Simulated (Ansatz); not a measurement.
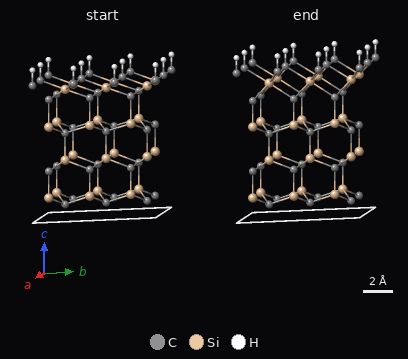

The structure of a slab of composition Si4HC5 (cut from the P6_3mc phase) before (left) and after (right) a constrained relaxation, at one scale.

The picture is a ball-and-stick view of the 2 × 3 repeat of the cell, outlined in the plane, without the vacuum, seen slightly off an axis.

Case: CH put at a hollow Si-C site. The slab is the (0 0 1) face of SiC with CH on it. 4 atoms are held fixed.

Computed with DFT r2SCAN, scalar-relativistic, plane waves, PAW in Ansatz 0.2.0. Set-up: plane-wave cutoff 500 eV; k-point mesh 9 × 9 × 1; occupations gaussian; smearing width 0.05 eV; collinear spin; dipole correction; atoms relaxed in a fixed cell; force threshold 0.03 eV/Å; at most 70 steps.

Describe what moved and what it gained.

The energy falls by 3.216 eV per cell of the calculation in 8 geometry steps. The largest force component goes from 5.4 to 0.014 eV/Å. The largest moves, 0.88 Å, are those of C and H atoms. By element the largest moves are C 0.88 Å, H 0.88 Å, Si 0.45 Å. The cell stays as it was. Some distances before and after: C–C 2.123 → 2.770 Å, Si–Si 3.087 → 3.449 Å, C–Si 1.863 → 2.085 Å, C–Si 1.874 → 2.054 Å. Bond angles that change, for instance: Si–C–Si 111.3° → 95.0°, C–Si–C 111.3° → 95.0°, C–Si–C 69.2° → 84.0°. The run took 5.3 min on 2 threads of Intel(R) Xeon(R) Platinum 8488C (Sapphire Rapids), on a shared host, peak memory 1.1 GiB.

Limits of the set-up: the periodic images lie only 3.1 Å apart, so the values are limited by the cell's size.
